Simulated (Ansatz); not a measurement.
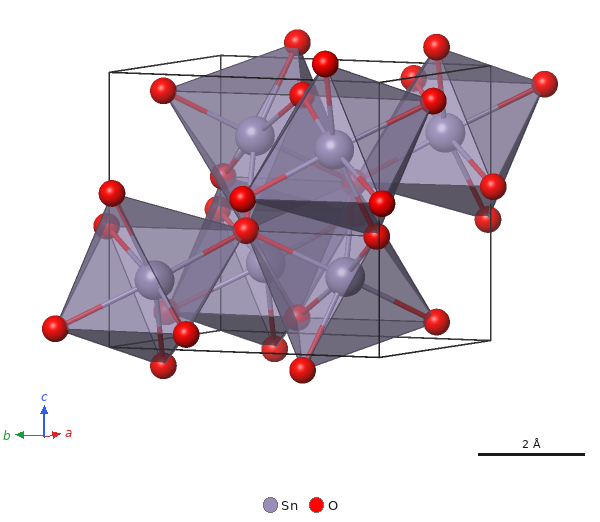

The input geometry (polyhedral view of the cell of the calculation, seen at an oblique angle; polyhedra are completed across the faces of the cell). An atom can appear more than once, as a periodic image.

## Single-point calculation of SnO$_{2}$

SnO$_{2}$ (Pbcn, 12 atoms in the cell), computed with DFT LDA, scalar-relativistic, plane waves, PAW, no spin polarisation (Ansatz 0.2.0).

The structure derives from a Materials Project entry.

### The program's output
```
Engine: ansatz 0.2.0, aarch64-unknown-linux-gnu
Pseudopotentials: kind: paw
Pseudopotential: Sn, paw, valence charge 14, recommended cutoff 420 eV (normal), Sn.paw.azcp
Pseudopotential: O, paw, valence charge 6, recommended cutoff 420 eV (normal), O.paw.azcp
Functional definition: SPW92
  exchange = slater_x
  correlation = pw_c
Crystal: 12 atoms, lattice volume = 139.408 Å³
Basis set: ecut = 420 eV, 2709 PW (Γ)
Bands: 64, of which v1, the nominal top of the filled ones, is band 52 counted from 1 (51 counted from 0)
Symmetry: 8 space group operations
Space group: Pbcn (ITA 60), of the structure as read, at distance tolerance 5.2e-5 Å
k-points: 64 of 216
Non-local potential: Sn, projectors of the file, l = 0: 2, l = 1: 2, l = 2: 2, l = 3: 2
Non-local potential: O, projectors of the file, l = 0: 2, l = 1: 2, l = 2: 1
PAW form: soft (Blöchl's): semilocal exchange-correlation on the pseudo side does not see the compensation charge
PAW frozen core: Sn, regenerated for the run's functional, and the local potential with it (the file was generated under x = pbe(κ = 0.804, μ = 0.2195149727645171), c = pbe(β = 0.06672455060314922))
PAW frozen core: O, regenerated for the run's functional, and the local potential with it (the file was generated under x = pbe(κ = 0.804, μ = 0.2195149727645171), c = pbe(β = 0.06672455060314922))
PAW one-centre angular grid: Sn, 590 points (default); XC on 64 Gauss nodes
PAW one-centre angular grid: O, 110 points (default); XC on 64 Gauss nodes
Initial density: read from a saved state, or passed on in memory by an earlier SCF of this step, an earlier step, the calling program or the single point that the run made first
Stability of the state it starts from, as read at its close in the unpolarized treatment: not read negative (Ritz values of 1 − χ₀K, real part plus size of imaginary part, from 0.99 to 1.3, by its mixing steps under the symmetry group of the SCF that read it)
Initial wavefunctions: pseudopotential atomic-orbital guess
Functional: x = slater, c = lda
iter 1 solved again at ethr=9.93e-8 eV; its pass at ethr=3.10e-3 eV (dr2=1.03e-4 eV) is discarded
SCF iter   1: F=—  HF=-27960.580964 eV  |F-HF|=—  |Δ(HF+E_count)|=         —  Δρ=2.31e-6  dr2=6.53e-9  ethr=9.93e-8  ⟨swp⟩=3.6  Hψ=29081  notcnv=0
eigensolver tolerance schedule: the retry pair's looser diagonalisation over-reported the residual by 15805.01 of it (diagonalisation noise at 1.02 of the residual, at the tolerance the schedule requests for it); recorded, not acted on — ethr = c·dr2/N_el stays at c = 1.0e-1
preconditioner: auto → Resta (q_TF=auto, 2.598 Å⁻¹)  ε∞=3.7  [insulator: Δε(μ)=1.504 eV  Ē_g=19.506 eV  σ=0.020 eV  W_gap=1.00  n_scr=38 (ndim 8)  ℏωp=32.1 eV  f_vac=0.022  D(μ)=0.00/eV (n_scr^D=0)  ε∞_Penn≈3.7]
SCF iter   2: F=—  HF=-27960.580964 eV  |F-HF|=—  |Δ(HF+E_count)|=   4.52e-7  Δρ=2.01e-6  dr2=5.05e-9  ethr=6.28e-12  ⟨swp⟩=8.2  Hψ=17000  notcnv=0
SCF iter   3: F=-27960.580964 eV  HF=-27960.580964 eV  |F-HF|=6.91e-11  |Δ(HF+E_count)|=  9.31e-10  Δρ=6.55e-7  dr2=7.86e-10  ethr=4.85e-12  ⟨swp⟩=1.0  Hψ=9852  notcnv=0
SCF 1 converged in 3 iterations: F = -27960.580964 eV  dr2 = 7.86e-10
  greatest PAW one-centre occupation: 0.997 electrons in one spin orbital (limit 2), on the Sn atom at site 2 (counted from 0), in its partial waves of l = 2
NSCF: frozen V_eff on 30 k-points
SCF converged after 3 iterations
Free energy (F): -27960.580964 eV
Harris-Foulkes:  -27960.580964 eV  (|F-HF|=6.91e-11)
Internal energy: -27960.580964 eV  (E = F + TS)
E sigma→0 (E₀):  -27960.580964 eV
Fermi energy:    9.990254 eV
--- Per-component energies (eV) ---
  E_band       = -217.301689
  E_kinetic    = 2163.565645
  E_local      = -5495.442392  (includes V_loc(G=0)·N_el)
  E_nonlocal   = 301.959248
  E_hartree    = 2865.652992
  E_xc         = -2084.636979
  E_vxc        = -1129.673265  (∫ρ·V_xc dr)
  E_paw        = -17205.115212  (= ΣΔE_a)
  E_vpaw       = -1789.037558  (= ΣTr[D̂ρ^β])
  E_aug_tail   = 0.020007  (compensation charges beyond the density's cutoff)
  E_ewald      = -8509.059235
  E_core_change = 2.474965  (= ΣΔE_core)
  E_smearing   = -0.000000  (= −TS)
  E_closure    = -0.000000  (closes the sum)
  Σ components = -27960.580964   (vs F -27960.580964, Δ=0.00e0)
--- Band table (eV; the first three rows and the last of 64) ---
  k-point 0: bands = ["-11.3220", "-11.1871", "-11.0975", "-10.7867", "-10.6466", "-10.4859", "-10.3708", "-10.3563", "-10.3126", "-10.2673", "-10.2491", "-10.2373", "-10.2062", "-10.2006", "-10.1583", "-10.1458", "-10.1394", "-10.1353", "-10.1221", "-10.1030", "-9.3828", "-7.5665", "-7.3036", "-7.2193", "-6.9080", "-5.6717", "-5.6103", "-5.4458", "1.2875", "2.2960", "2.4553", "4.0037", "4.3985", "4.7174", "4.9701", "6.2146", "6.2186", "6.3049", "6.4092", "7.0303", "7.1942", "7.1986", "7.7747", "7.8564", "8.1100", "8.3354", "8.6370", "8.6389", "8.6567", "9.0673", "9.1134", "9.2383", "10.7422", "15.4763", "15.5198", "16.0094", "16.2193", "17.1639", "17.9356", "19.2780", "19.3213", "19.4008", "20.0058", "20.4255"]
  k-point 1: bands = ["-11.2739", "-11.2304", "-11.1776", "-10.6741", "-10.5740", "-10.4782", "-10.4489", "-10.3634", "-10.3143", "-10.2671", "-10.2490", "-10.2410", "-10.2308", "-10.2065", "-10.1841", "-10.1423", "-10.1253", "-10.1216", "-10.1202", "-10.1090", "-9.2939", "-7.7375", "-7.2533", "-7.1452", "-6.9972", "-5.6177", "-5.5804", "-5.5344", "1.3471", "2.3101", "2.5330", "4.1482", "4.6273", "4.7866", "4.8822", "5.5540", "5.9634", "6.1998", "6.6819", "6.9411", "7.0143", "7.7364", "7.7940", "7.9132", "8.0829", "8.2597", "8.5147", "8.6071", "8.6387", "9.0678", "9.1163", "9.1494", "11.3972", "15.3534", "15.4668", "16.0458", "16.4166", "17.1488", "17.4729", "18.6797", "19.2820", "19.5558", "19.8990", "20.4475"]
  k-point 2: bands = ["-11.2965", "-11.2772", "-11.1344", "-10.6663", "-10.4941", "-10.4559", "-10.4358", "-10.3877", "-10.3181", "-10.2809", "-10.2629", "-10.2550", "-10.2155", "-10.2080", "-10.2058", "-10.1560", "-10.1271", "-10.1234", "-10.1153", "-10.1095", "-9.0313", "-8.1500", "-7.3087", "-7.1727", "-6.7464", "-5.8153", "-5.5278", "-5.5210", "1.5134", "2.0304", "3.2208", "4.3482", "4.6805", "4.9457", "5.1569", "5.2035", "5.4377", "5.5829", "6.0367", "7.1927", "7.2198", "7.3834", "8.0398", "8.1234", "8.1906", "8.3490", "8.5124", "8.5336", "8.7741", "9.0683", "9.0849", "9.1094", "12.5974", "14.7649", "15.4331", "15.6858", "16.9686", "17.3324", "17.4098", "17.6815", "18.5040", "19.6816", "20.3624", "20.6215"]
  k-point 63: bands = ["-11.1268", "-11.1268", "-11.1268", "-11.1268", "-10.5188", "-10.5188", "-10.5188", "-10.5188", "-10.2941", "-10.2941", "-10.2941", "-10.2941", "-10.1593", "-10.1593", "-10.1593", "-10.1593", "-10.1227", "-10.1227", "-10.1227", "-10.1227", "-7.5090", "-7.5090", "-7.5090", "-7.5090", "-6.3993", "-6.3993", "-6.3993", "-6.3993", "3.0086", "3.0086", "3.0086", "3.0086", "5.2295", "5.2295", "5.2295", "5.2295", "5.9135", "5.9135", "5.9135", "5.9135", "7.6246", "7.6246", "7.6246", "7.6246", "8.1848", "8.1848", "8.1848", "8.1848", "8.8623", "8.8623", "8.8623", "8.8623", "14.7334", "14.7334", "14.7334", "14.7334", "17.8791", "17.8791", "17.8791", "17.8791", "20.1195", "20.1195", "20.1195", "20.1195"]
```

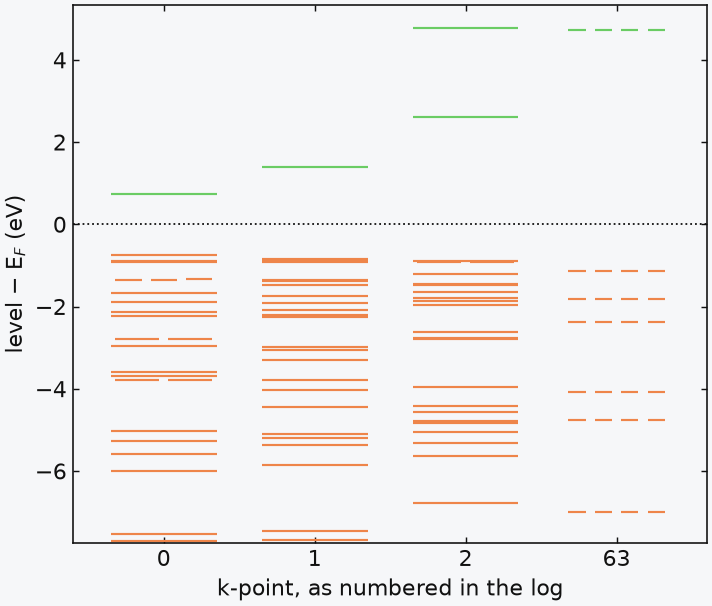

Kohn–Sham levels near the Fermi level (dotted) at the few k-points that the log prints; levels within 0.02 eV of each other stand side by side. Among these points the highest filled and lowest empty levels are 1.50 eV apart, which is the gap on the mesh.

The run was set up as follows.

### Input
```yaml
crystal:
  lattice:
    - [4.703452292, 0.0, 0.0]
    - [0.0, 5.6951729552, 0.0]
    - [0.0, 0.0, 5.2043295291]
  atoms:
    - { symbol: Sn, position: [0.5, 0.6673206257, 0.75] }
    - { symbol: Sn, position: [0.0, 0.8326793743, 0.25] }
    - { symbol: Sn, position: [0.5, 0.3326793743, 0.25] }
    - { symbol: Sn, position: [0.0, 0.1673206257, 0.75] }
    - { symbol: O, position: [0.731020714, 0.6049099344, 0.0776301518] }
    - { symbol: O, position: [0.231020714, 0.8950900656, 0.9223698482] }
    - { symbol: O, position: [0.768979286, 0.8950900656, 0.5776301518] }
    - { symbol: O, position: [0.268979286, 0.6049099344, 0.4223698482] }
    - { symbol: O, position: [0.731020714, 0.3950900656, 0.5776301518] }
    - { symbol: O, position: [0.231020714, 0.1049099344, 0.4223698482] }
    - { symbol: O, position: [0.768979286, 0.1049099344, 0.0776301518] }
    - { symbol: O, position: [0.268979286, 0.3950900656, 0.9223698482] }
basis:
  ecutwfc: 420
kpoints:
  mp_grid: { grid: [6, 6, 6] }
hamiltonian:
  xc: lda
scf:
  occupations: { method: gaussian, width: 0.02 }
output:
  forces: false
  stress: false
  eigenvalues: true
  eigenstates:
    kpoints:
      - [0.390625, 0.0, 0.0]
      - [0.405596554, 0.0, 0.0]
      - [0.375653446, 0.0, 0.0]
      - [0.390625, 0.018128299, 0.0]
      - [0.390625, -0.018128299, 0.0]
      - [0.390625, 0.0, 0.016565895]
      - [0.390625, 0.0, -0.016565895]
      - [0.401211487, 0.012818643, 0.0]
      - [0.380038513, -0.012818643, 0.0]
      - [0.401211487, 0.0, 0.011713857]
      - [0.380038513, 0.0, -0.011713857]
      - [0.390625, 0.012818643, 0.011713857]
      - [0.390625, -0.012818643, -0.011713857]
      - [0.399268831, 0.010466378, 0.009564324]
      - [0.381981169, -0.010466378, -0.009564324]
      - [0.0, 0.0, 0.0]
      - [0.014971554, 0.0, 0.0]
      - [-0.014971554, 0.0, 0.0]
      - [0.0, 0.018128299, 0.0]
      - [0.0, -0.018128299, 0.0]
      - [0.0, 0.0, 0.016565895]
      - [0.0, 0.0, -0.016565895]
      - [0.010586487, 0.012818643, 0.0]
      - [-0.010586487, -0.012818643, 0.0]
      - [0.010586487, 0.0, 0.011713857]
      - [-0.010586487, 0.0, -0.011713857]
      - [0.0, 0.012818643, 0.011713857]
      - [0.0, -0.012818643, -0.011713857]
      - [0.008643831, 0.010466378, 0.009564324]
      - [-0.008643831, -0.010466378, -0.009564324]
    e_range: [-2.999761, 2.999761]
checkpoint:
  read: start.run
  write: ck
  compress: false
  write_wavefunctions: false
  write_every: 100000
```

Run as:
```bash
ansatz run input.yaml --threads 2 --pin off --max-ram 5120MiB --backend cpu --events-out ev --progress --plain --runs-dir out
```

### Results in brief

| quantity | value |
| --- | --- |
| outcome | converged |
| space group (tolerance 0.01 Å) | Pbcn (60) |
| electrons treated | 104 |
| free energy | −27960.5810 eV |
| Fermi energy | 9.990 eV |
| gap on the k-point mesh | 1.50 eV |
| hardware | 2 threads of Arm Neoverse V2, 24 GiB of memory available, shared host |
| wall time | 24 s (CPU time 47 s) |
| peak memory | 0.64 GiB |
